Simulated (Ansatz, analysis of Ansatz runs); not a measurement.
# Reproducing a measured charge-transition level: N on an O site in ZnO, part 2 of 3

Subject: N on an O site in ZnO. Wanted: its charge-transition level, in one set-up (PBE, 72-site cell, PBE lattice, 420 eV, k: the single point 1/4 1/4 1/4 then 2x2x2 shifted 0.5 0.5 0.5, started with the impurity moved along one bond). The model is a cell of 72 host atoms with 1 O taken out and 1 N put in. The level is the Fermi energy at which two charge states have equal formation energy, after a correction for the images of the charge. A local or semilocal functional is the cheapest first rung.

Ansatz 0.2.0; PBE, 72-site cell, PBE lattice, 420 eV, k: the single point 1/4 1/4 1/4 then 2x2x2 shifted 0.5 0.5 0.5, started with the impurity moved along one bond.

So far: Starting point; Relaxation, charge 0.

## (2) Relaxation, charge 0 (continued)

Level of this step: plane-wave PAW DFT, PBE; relaxation of all atoms of a defect supercell (Ansatz).

Step by step:

| step | energy less that of the first step (eV) | largest force component (eV/Å) |
| --- | --- | --- |
| 1 | 0.0000 | 0.6773 |
| 2 | -0.1510 | 0.4834 |
| 3 | -0.2768 | 0.1650 |
| 4 | -0.2895 | 0.1091 |
| 5 | -0.2982 | 0.0487 |
| 6 | -0.2998 | 0.0275 |
| 7 | -0.3000 | 0.0901 |
| 8 | -0.3010 | 0.0110 |
| 9 | -0.3010 | 0.0111 |

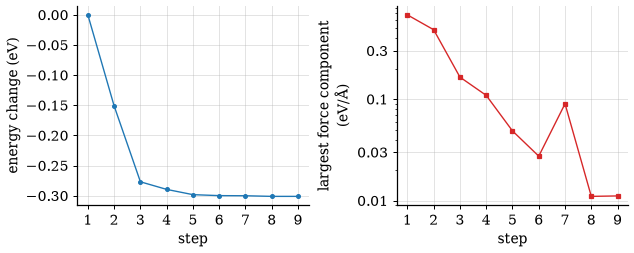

Energy and largest force along the relaxation.

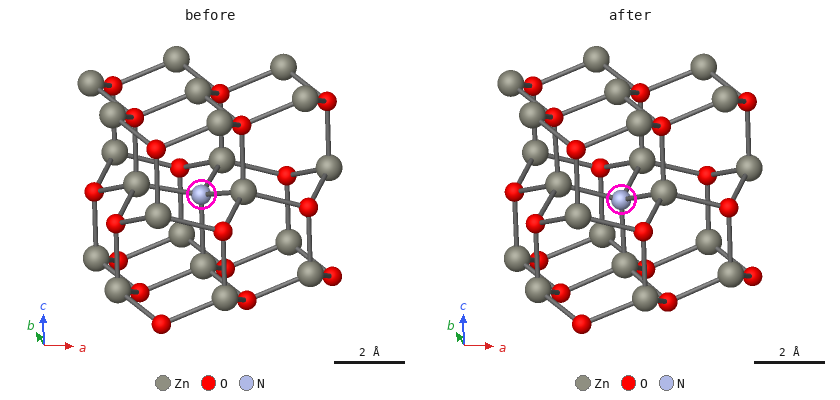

Before and after: the atoms that start within 5 Å of the centre. N36, which moves most, is ringed if it is among them.

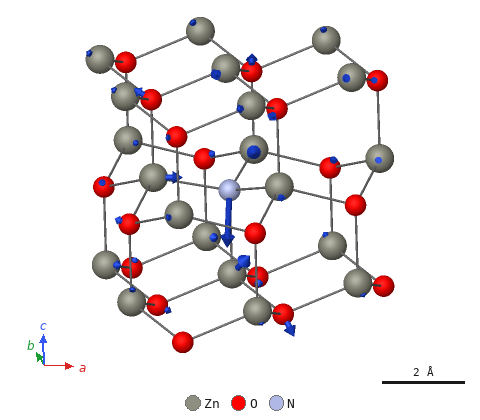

Displacements in the relaxation from the typed sites near the centre, exaggerated; the longest in the cell stands for 0.15 Å.

The atoms that moved most (Å, from the sites as typed, ahead of the random displacement):

| atom | dx | dy | dz | length |
| --- | --- | --- | --- | --- |
| N36 | -0.013 | 0.006 | -0.152 | 0.152 |
| Zn33 | 0.048 | -0.028 | 0.050 | 0.075 |
| Zn46 | 0.018 | -0.052 | 0.008 | 0.056 |
| Zn14 | 0.048 | 0.016 | -0.001 | 0.051 |
| O35 | 0.026 | -0.015 | -0.038 | 0.049 |
| Zn37 | -0.028 | 0.013 | -0.020 | 0.037 |
| O47 | -0.008 | 0.027 | 0.024 | 0.037 |
| O15 | -0.028 | -0.007 | 0.020 | 0.035 |

Neighbours of N36 at the end:

| atom | distance (Å) |
| --- | --- |
| Zn14 | 1.945 |
| Zn46 | 1.947 |
| Zn33 | 1.956 |
| Zn38 | 2.004 |
| O39 | 3.237 |
| O43 | 3.244 |
| O11 | 3.245 |
| O44 | 3.259 |
| O12 | 3.265 |
| Zn37 | 3.269 |
| O15 | 3.283 |
| O47 | 3.287 |
| O28 | 3.288 |
| O60 | 3.295 |
| O4 | 3.296 |
| O68 | 3.297 |

Read from the output:

```
free energy                           : -139741.5037 eV
total moment                          : 1 μB
integral of the absolute spin density : 1.126 μB
spin contamination                    : 0.002947
```

The relaxation ends 4.2 meV an atom lower than the displaced start, with a largest force component of 0.011 eV/Å.

## (3) Relaxation, charge −1

The input displaces the atoms at random before the relaxation, so that it can leave a symmetric saddle if there is one.

relax1/input.yaml

```yaml
relax:
  f_tol: 0.02
  max_steps: 80
  random_displacement: { amplitude: 0.02, seed: 938 }
crystal:
  lattice:
    - [9.83855992, 0.0, 0.0]
    - [-4.91927996, 8.52044283, 0.0]
    - [0.0, 0.0, 10.58650209]
  atoms:
    - { symbol: Zn, position: [0.111111111, 0.222222222, 0.249983552] }
    - { symbol: Zn, position: [0.222222222, 0.111111111, -1.6448e-05] }
    - { symbol: O, position: [0.222222222, 0.111111111, 0.189521448] }
    - { symbol: O, position: [0.111111111, 0.222222222, 0.439521448] }
    - { symbol: Zn, position: [0.111111111, 0.222222222, 0.749983552] }
    - { symbol: Zn, position: [0.222222222, 0.111111111, 0.499983552] }
    - { symbol: O, position: [0.222222222, 0.111111111, 0.689521448] }
    - { symbol: O, position: [0.111111111, 0.222222222, 0.939521448] }
    - { symbol: Zn, position: [0.111111111, 0.555555556, 0.249983552] }
    - { symbol: Zn, position: [0.222222222, 0.444444444, -1.6448e-05] }
    - { symbol: O, position: [0.222222222, 0.444444444, 0.189521448] }
    - { symbol: O, position: [0.111111111, 0.555555556, 0.439521448] }
    - { symbol: Zn, position: [0.111111111, 0.555555556, 0.749983552] }
    - { symbol: Zn, position: [0.222222222, 0.444444444, 0.499983552] }
    - { symbol: O, position: [0.222222222, 0.444444444, 0.689521448] }
    - { symbol: O, position: [0.111111111, 0.555555556, 0.939521448] }
    - { symbol: Zn, position: [0.111111111, 0.888888889, 0.249983552] }
    - { symbol: Zn, position: [0.222222222, 0.777777778, -1.6448e-05] }
    - { symbol: O, position: [0.222222222, 0.777777778, 0.189521448] }
    - { symbol: O, position: [0.111111111, 0.888888889, 0.439521448] }
    - { symbol: Zn, position: [0.111111111, 0.888888889, 0.749983552] }
    - { symbol: Zn, position: [0.222222222, 0.777777778, 0.499983552] }
    - { symbol: O, position: [0.222222222, 0.777777778, 0.689521448] }
    - { symbol: O, position: [0.111111111, 0.888888889, 0.939521448] }
    - { symbol: Zn, position: [0.444444444, 0.222222222, 0.249983552] }
    - { symbol: Zn, position: [0.555555556, 0.111111111, -1.6448e-05] }
    - { symbol: O, position: [0.555555556, 0.111111111, 0.189521448] }
    - { symbol: O, position: [0.444444444, 0.222222222, 0.439521448] }
    - { symbol: Zn, position: [0.444444444, 0.222222222, 0.749983552] }
    - { symbol: Zn, position: [0.555555556, 0.111111111, 0.499983552] }
    - { symbol: O, position: [0.555555556, 0.111111111, 0.689521448] }
    - { symbol: O, position: [0.444444444, 0.222222222, 0.939521448] }
    - { symbol: Zn, position: [0.444444444, 0.555555556, 0.249983552] }
    - { symbol: Zn, position: [0.555555556, 0.444444444, -1.6448e-05] }
    - { symbol: O, position: [0.555555556, 0.444444444, 0.189521448] }
    - { symbol: "N", position: [0.444444444, 0.555555556, 0.453690434] }
    - { symbol: Zn, position: [0.444444444, 0.555555556, 0.749983552] }
    - { symbol: Zn, position: [0.555555556, 0.444444444, 0.499983552] }
    - { symbol: O, position: [0.555555556, 0.444444444, 0.689521448] }
    - { symbol: O, position: [0.444444444, 0.555555556, 0.939521448] }
    - { symbol: Zn, position: [0.444444444, 0.888888889, 0.249983552] }
    - { symbol: Zn, position: [0.555555556, 0.777777778, -1.6448e-05] }
    - { symbol: O, position: [0.555555556, 0.777777778, 0.189521448] }
    - { symbol: O, position: [0.444444444, 0.888888889, 0.439521448] }
    - { symbol: Zn, position: [0.444444444, 0.888888889, 0.749983552] }
    - { symbol: Zn, position: [0.555555556, 0.777777778, 0.499983552] }
    - { symbol: O, position: [0.555555556, 0.777777778, 0.689521448] }
    - { symbol: O, position: [0.444444444, 0.888888889, 0.939521448] }
    - { symbol: Zn, position: [0.777777778, 0.222222222, 0.249983552] }
    - { symbol: Zn, position: [0.888888889, 0.111111111, -1.6448e-05] }
    - { symbol: O, position: [0.888888889, 0.111111111, 0.189521448] }
    - { symbol: O, position: [0.777777778, 0.222222222, 0.439521448] }
    - { symbol: Zn, position: [0.777777778, 0.222222222, 0.749983552] }
    - { symbol: Zn, position: [0.888888889, 0.111111111, 0.499983552] }
    - { symbol: O, position: [0.888888889, 0.111111111, 0.689521448] }
    - { symbol: O, position: [0.777777778, 0.222222222, 0.939521448] }
    - { symbol: Zn, position: [0.777777778, 0.555555556, 0.249983552] }
    - { symbol: Zn, position: [0.888888889, 0.444444444, -1.6448e-05] }
    - { symbol: O, position: [0.888888889, 0.444444444, 0.189521448] }
    - { symbol: O, position: [0.777777778, 0.555555556, 0.439521448] }
    - { symbol: Zn, position: [0.777777778, 0.555555556, 0.749983552] }
    - { symbol: Zn, position: [0.888888889, 0.444444444, 0.499983552] }
    - { symbol: O, position: [0.888888889, 0.444444444, 0.689521448] }
    - { symbol: O, position: [0.777777778, 0.555555556, 0.939521448] }
    - { symbol: Zn, position: [0.777777778, 0.888888889, 0.249983552] }
    - { symbol: Zn, position: [0.888888889, 0.777777778, -1.6448e-05] }
    - { symbol: O, position: [0.888888889, 0.777777778, 0.189521448] }
    - { symbol: O, position: [0.777777778, 0.888888889, 0.439521448] }
    - { symbol: Zn, position: [0.777777778, 0.888888889, 0.749983552] }
    - { symbol: Zn, position: [0.888888889, 0.777777778, 0.499983552] }
    - { symbol: O, position: [0.888888889, 0.777777778, 0.689521448] }
    - { symbol: O, position: [0.777777778, 0.888888889, 0.939521448] }
  host:
    repeats: [3, 3, 2]
    atoms:
      - { symbol: Zn, position: [0.333333333, 0.666666667, 0.499967103] }
      - { symbol: Zn, position: [0.666666667, 0.333333333, -3.2897e-05] }
      - { symbol: O, position: [0.666666667, 0.333333333, 0.379042897] }
      - { symbol: O, position: [0.333333333, 0.666666667, 0.879042897] }
total_charge: -1
basis:
  ecutwfc: 420
  xc_grid: 2
hamiltonian:
  xc: pbe
kpoints:
  mp_grid: { grid: [1, 1, 1], shift: [0.25, 0.25, 0.25] }
scf:
  occupations: { method: fermi_dirac, width: 0.01 }
  max_iter: 120
output:
  forces: true
  charged_corrections:
    epsilon: [5.21, 5.21, 5.27]
    static_epsilon: [10.56, 10.56, 11.59]
    defect_position: [0.444444, 0.555556, 0.439521]
checkpoint:
  write: "../relax1.run"
  compress: false
  write_wavefunctions: true
  write_every: 100000
```

The run is started by

```
ansatz run input.yaml --threads 4 --pin off --max-ram 7536MiB --backend cpu --events-out ev --progress --plain --runs-dir out
```

Numbers of over 12 decimals in the logs are rounded to 6 here.

The program printed:

```text
[...]
Crystal: 72 atoms, lattice volume = 887.455 Å³
Basis set: ecut = 420 eV, 17351 PW (Γ), exchange–correlation on 144×144×144 points (8 copies of the dense FFT grid, shifted against one another)
Bands: 396, of which v1, the nominal top of the filled ones, is band 324 counted from 1 (323 counted from 0)
Symmetry: 1 space group operations
k-points: 1
[...]
SCF iter   1: F=—  HF=-139733.971476 eV  |F-HF|=—  |Δ(HF+E_count)|=         —  Δρ=8.37e-3  dr2=5.88e-1  ethr=1.77e-3  ⟨swp⟩=6.0  Hψ=1400  notcnv=0  defer=8
[...]
SCF iter   8: F=-139733.828957 eV  HF=-139733.828958 eV  |F-HF|=9.72e-7  |Δ(HF+E_count)|=   2.13e-5  Δρ=2.56e-5  dr2=6.75e-6  ethr=1.54e-9  ⟨swp⟩=2.0  Hψ=1343  notcnv=0
SCF 1 converged in 8 iterations: F = -139733.828957 eV  dr2 = 6.75e-6
[...]
--- Relaxed structure (8 steps of the walk, 6 accepted, 0 SCFs on fresh bases) ---
  F+E_penalty+E_count = -139734.53872612 eV   max|allowed force component| = 3.019e-3 eV/Å
  atoms:
    - { symbol: Zn, position: [0.112279, 0.225137, 0.251510] }
    - { symbol: Zn, position: [0.222604, 0.111177, 0.001290] }
    [... 8 atoms left out ...]
    - { symbol: O, position: [0.221014, 0.444331, 0.185725] }
    [... 2 atoms left out ...]
    - { symbol: Zn, position: [0.231160, 0.448913, 0.498281] }
    - { symbol: O, position: [0.219325, 0.443448, 0.692170] }
    [... 17 atoms left out ...]
    - { symbol: Zn, position: [0.444375, 0.556252, 0.257276] }
    [... 1 atom left out ...]
    - { symbol: O, position: [0.556186, 0.444080, 0.185708] }
    - { symbol: N, position: [0.444834, 0.555270, 0.439693] }
    [... 1 atom left out ...]
    - { symbol: Zn, position: [0.551715, 0.448349, 0.497787] }
    [... 4 atoms left out ...]
    - { symbol: O, position: [0.556158, 0.779463, 0.185580] }
    [... 2 atoms left out ...]
    - { symbol: Zn, position: [0.551220, 0.769102, 0.498044] }
    - { symbol: O, position: [0.556698, 0.780750, 0.692008] }
    [... 25 atoms left out ...]
[key lines of the parts left out:]
SCF converged after 7 iterations
Free energy (F): -139734.538726 eV
Fermi energy:    7.989251 eV
```

The job ended after 3.1 min (4 threads of Arm Neoverse V1, shared host; peak memory 2.2 GiB; 12 min of CPU time).

Step by step:

| step | energy less that of the first step (eV) | largest force component (eV/Å) |
| --- | --- | --- |
| 1 | 0.0000 | 1.9963 |
| 2 | -0.4808 | 1.2701 |
| 3 | -0.7038 | 0.1223 |
| 4 | -0.7037 | 0.3551 |
| 5 | -0.7039 | 0.1215 |
| 6 | -0.7035 | 0.3595 |
| 7 | -0.7091 | 0.0278 |
| 8 | -0.7098 | 0.0030 |

Relaxation steps 4, 6 were tried and not accepted.

The atoms that moved most (Å, from the sites as typed, ahead of the random displacement):

| atom | dx | dy | dz | length |
| --- | --- | --- | --- | --- |
| N36 | 0.005 | -0.004 | -0.149 | 0.149 |
| Zn46 | 0.000 | -0.075 | -0.022 | 0.078 |
| Zn14 | 0.066 | 0.037 | -0.019 | 0.078 |
| Zn33 | -0.004 | 0.004 | 0.076 | 0.076 |
| Zn38 | -0.057 | 0.032 | -0.024 | 0.070 |
| Zn37 | -0.002 | 0.001 | -0.056 | 0.056 |
| O43 | -0.002 | 0.013 | -0.043 | 0.045 |
| O11 | -0.011 | -0.002 | -0.041 | 0.043 |

Neighbours of N36 at the end:

| atom | distance (Å) |
| --- | --- |
| Zn38 | 1.923 |
| Zn14 | 1.923 |
| Zn46 | 1.924 |
| Zn33 | 1.931 |
| Zn37 | 3.230 |
| O39 | 3.283 |
| O35 | 3.290 |
| O47 | 3.290 |
| O15 | 3.292 |
| O4 | 3.296 |
| O11 | 3.296 |
| O68 | 3.297 |
| O28 | 3.299 |
| O60 | 3.299 |
| O43 | 3.299 |
| O12 | 3.303 |

Read from the output:

| Property | Result |
| --- | --- |
| free energy | -139734.5387 eV |

The relaxation ends 9.9 meV an atom lower than the displaced start, with a largest force component of 0.0030 eV/Å.

## (4) Single point, charge 0

The relaxed structure is kept, and the final numbers are taken at the final level and k-points.

This step: plane-wave PAW DFT, PBE; single point of a defect supercell.

point0/input.yaml

```yaml
crystal:
  lattice:
    - [9.83855992, 0.0, 0.0]
    - [-4.91927996, 8.52044283, 0.0]
    - [0.0, 0.0, 10.58650209]
  atoms:
    - { symbol: Zn, position: [0.111553936, 0.223478219, 0.251142968] }
    - { symbol: Zn, position: [0.222323618, 0.111218002, 0.000557796] }
    - { symbol: O, position: [0.222379427, 0.111303279, 0.190244472] }
    - { symbol: O, position: [0.108888902, 0.221201813, 0.440531414] }
    - { symbol: Zn, position: [0.109883526, 0.222506144, 0.750684299] }
    - { symbol: Zn, position: [0.221167952, 0.111691419, 0.499606479] }
    - { symbol: O, position: [0.221243099, 0.111558105, 0.689389065] }
    - { symbol: O, position: [0.111056157, 0.22190951, 0.940353752] }
    - { symbol: Zn, position: [0.112870226, 0.554739003, 0.250434929] }
    - { symbol: Zn, position: [0.223213433, 0.444707802, -0.000232685] }
    - { symbol: O, position: [0.224312193, 0.444823926, 0.188803572] }
    - { symbol: O, position: [0.110739296, 0.554475515, 0.440518726] }
    - { symbol: Zn, position: [0.109937014, 0.556205739, 0.750575842] }
    - { symbol: Zn, position: [0.228122849, 0.446441533, 0.499991355] }
    - { symbol: O, position: [0.219023149, 0.443748399, 0.691505993] }
    - { symbol: O, position: [0.111347902, 0.555902289, 0.940326052] }
    - { symbol: Zn, position: [0.111449451, 0.889020421, 0.250361268] }
    - { symbol: Zn, position: [0.222473088, 0.777757672, 0.001030143] }
    - { symbol: O, position: [0.222729611, 0.777567653, 0.190863971] }
    - { symbol: O, position: [0.11204475, 0.888758115, 0.440110383] }
    - { symbol: Zn, position: [0.110785812, 0.8895291, 0.750295592] }
    - { symbol: Zn, position: [0.22288705, 0.777219738, 0.500101023] }
    - { symbol: O, position: [0.221800835, 0.778402909, 0.689862401] }
    - { symbol: O, position: [0.11153408, 0.888969087, 0.940089418] }
    - { symbol: Zn, position: [0.444804824, 0.222202755, 0.249220643] }
    - { symbol: Zn, position: [0.555487545, 0.110925491, 0.000531638] }
    - { symbol: O, position: [0.555344788, 0.110005003, 0.190366456] }
    - { symbol: O, position: [0.444810425, 0.222870017, 0.439542985] }
    - { symbol: Zn, position: [0.442846302, 0.222931974, 0.749387177] }
    - { symbol: Zn, position: [0.555698307, 0.110465549, 0.500496837] }
    - { symbol: O, position: [0.554763879, 0.112507664, 0.689705826] }
    - { symbol: O, position: [0.444242382, 0.221684069, 0.938624815] }
    - { symbol: Zn, position: [0.447800172, 0.552440579, 0.254845659] }
    - { symbol: Zn, position: [0.555855663, 0.444457515, -0.002369647] }
    - { symbol: O, position: [0.557399104, 0.442862282, 0.185994095] }
    - { symbol: "N", position: [0.443575073, 0.556461676, 0.439460834] }
    - { symbol: Zn, position: [0.442409883, 0.557273127, 0.748200167] }
    - { symbol: Zn, position: [0.556013503, 0.445377593, 0.498394423] }
    - { symbol: O, position: [0.554620342, 0.445580579, 0.68757688] }
    - { symbol: O, position: [0.444709203, 0.555495017, 0.937897738] }
    - { symbol: Zn, position: [0.445411436, 0.887231269, 0.250509283] }
    - { symbol: Zn, position: [0.555560212, 0.776795932, -0.000225117] }
    - { symbol: O, position: [0.555343814, 0.775757107, 0.189017784] }
    - { symbol: O, position: [0.445886208, 0.888867506, 0.440575496] }
    - { symbol: Zn, position: [0.443787848, 0.890069583, 0.750796501] }
    - { symbol: Zn, position: [0.554385751, 0.771809525, 0.500889672] }
    - { symbol: O, position: [0.556405365, 0.781087752, 0.691895944] }
    - { symbol: O, position: [0.444512939, 0.889004892, 0.940540941] }
    - { symbol: Zn, position: [0.777993149, 0.222411257, 0.250135869] }
    - { symbol: Zn, position: [0.889137993, 0.111214227, 0.000877105] }
    - { symbol: O, position: [0.888974248, 0.111242205, 0.190313586] }
    - { symbol: O, position: [0.776959669, 0.222829823, 0.439919164] }
    - { symbol: Zn, position: [0.77686735, 0.223147114, 0.750919321] }
    - { symbol: Zn, position: [0.88841814, 0.11172587, 0.501166058] }
    - { symbol: O, position: [0.887802498, 0.112202465, 0.690752165] }
    - { symbol: O, position: [0.777639234, 0.222467891, 0.940443416] }
    - { symbol: Zn, position: [0.778337793, 0.555651189, 0.249102826] }
    - { symbol: Zn, position: [0.889348349, 0.444798563, 0.000357048] }
    - { symbol: O, position: [0.890078719, 0.444682415, 0.190191514] }
    - { symbol: O, position: [0.778136887, 0.555870361, 0.439327139] }
    - { symbol: Zn, position: [0.777371478, 0.557472232, 0.749459914] }
    - { symbol: Zn, position: [0.889354271, 0.44424383, 0.500568828] }
    - { symbol: O, position: [0.887406351, 0.4451044, 0.68973651] }
    - { symbol: O, position: [0.778619248, 0.55620525, 0.938662452] }
    - { symbol: Zn, position: [0.777054623, 0.888908119, 0.25126983] }
    - { symbol: Zn, position: [0.88931841, 0.778048397, 0.000564906] }
    - { symbol: O, position: [0.889164032, 0.778098159, 0.190269436] }
    - { symbol: O, position: [0.779012755, 0.891142168, 0.440551771] }
    - { symbol: Zn, position: [0.777829204, 0.890237044, 0.75090497] }
    - { symbol: Zn, position: [0.88909371, 0.779237607, 0.49958517] }
    - { symbol: O, position: [0.888785091, 0.77903884, 0.689353203] }
    - { symbol: O, position: [0.778309315, 0.889167538, 0.940549565] }
  host:
    repeats: [3, 3, 2]
    atoms:
      - { symbol: Zn, position: [0.333333333, 0.666666667, 0.499967103] }
      - { symbol: Zn, position: [0.666666667, 0.333333333, -3.2897e-05] }
      - { symbol: O, position: [0.666666667, 0.333333333, 0.379042897] }
      - { symbol: O, position: [0.333333333, 0.666666667, 0.879042897] }
basis:
  ecutwfc: 420
  xc_grid: 2
hamiltonian:
  xc: pbe
kpoints:
  mp_grid: { grid: [2, 2, 2], shift: [0.5, 0.5, 0.5] }
magnetization:
  spin_polarized: true
  initial_magnetization: 1
  spin_locking: { lock_magnetization: hard }
scf:
  occupations: { method: fermi_dirac, width: 0.01 }
  max_iter: 120
output:
  forces: true
  charged_corrections:
    epsilon: [5.21, 5.21, 5.27]
    static_epsilon: [10.56, 10.56, 11.59]
    defect_position: [0.444444, 0.555556, 0.439521]
  eigenvalues: true
checkpoint:
  read: "../relax0.run"
  write: "../point0.run"
  compress: false
  write_wavefunctions: true
  write_every: 100000
```

The program printed:

```text
[...]
Crystal: 72 atoms, lattice volume = 887.455 Å³
Basis set: ecut = 420 eV, 17351 PW (Γ), exchange–correlation on 144×144×144 points (8 copies of the dense FFT grid, shifted against one another)
Bands: 396, of which v1, the nominal top of the filled ones, is band 324 counted from 1 (323 counted from 0)
Symmetry: 1 space group operations
[...]
k-points: 4 of 8 (time reversal used)
[...]
Stability of the state it starts from, as read at its close in the collinear treatment: not read negative (Ritz values of 1 − χ₀K, real part plus size of imaginary part, from 0.54 to 2.0, by its mixing steps under no symmetry); [...]
Starting moments: Σ|m| = 1 μB on 72 of 72 sites; this step starts from the density that it was given
[...]
--- Forces (eV/Å), atoms counted from 1 ---
  atom   1  Zn     0.01970723     0.01522182    -0.07422498
  atom   2  Zn     0.01240127     0.00531250     0.00158318
  [... 8 atoms left out ...]
  atom  11  O     -0.01976153    -0.05173689    -0.04631942
  [... 2 atoms left out ...]
  atom  14  Zn    -0.08985124     0.09316943     0.00955911
  [... 18 atoms left out ...]
  atom  33  Zn    -0.08187184     0.02782796     0.07084888
  [... 2 atoms left out ...]
  atom  36  N      0.23025667    -0.14173358    -0.00210578
  atom  37  Zn     0.07933412    -0.03542950    -0.00844701
  atom  38  Zn    -0.21877710     0.15816855    -0.09102661
  atom  39  O      0.03904499    -0.01832998     0.14852315
  [... 3 atoms left out ...]
  atom  43  O      0.04558778     0.02557111    -0.01945637
  atom  44  O      0.01800901     0.00911582     0.00191173
  [... 1 atom left out ...]
  atom  46  Zn    -0.10444139     0.03674805     0.05008717
  [... 26 atoms left out ...]
  max |Σ_I F_I| component: 2.34e-5 eV/Å
--- Band table (eV; the first three rows and the last of 8) ---
[...]
[... further k-points left out ...]
[key lines of the parts left out:]
SCF converged after 15 iterations
Magnetization: 1.0000 μB (324.0000 up, 323.0000 down)
Free energy (F): -139740.928730 eV
Fermi energy:    6.890223 (↑ 7.531049, ↓ 6.890223) eV
```

Wall time 7.3 min (4 threads); peak memory 4.5 GiB.

This step gave:

| Item | Value |
| --- | --- |
| free energy | -139740.9287 eV |
| smearing term TS | 0.005185 eV |
| total moment | 1 μB |
| integral of the absolute spin density | 1.109 μB |
| spin contamination | 0.003343 |

(Continued in part 3 of 3.)

[Logs are printed without paths, hosts, clocks, repeated set-up lines and the standing remarks that a program may print on its own settings, such as how far it seeks lower states.]

[Hosts, paths, dates, database ids (printed as entryN), source tags and the programs' standing remarks are cut or masked in the printed files.]

[For some hosts the program warned that the k-mesh of the response run may be too coarse for force constants and the static dielectric constant; such warnings are not shown here.]
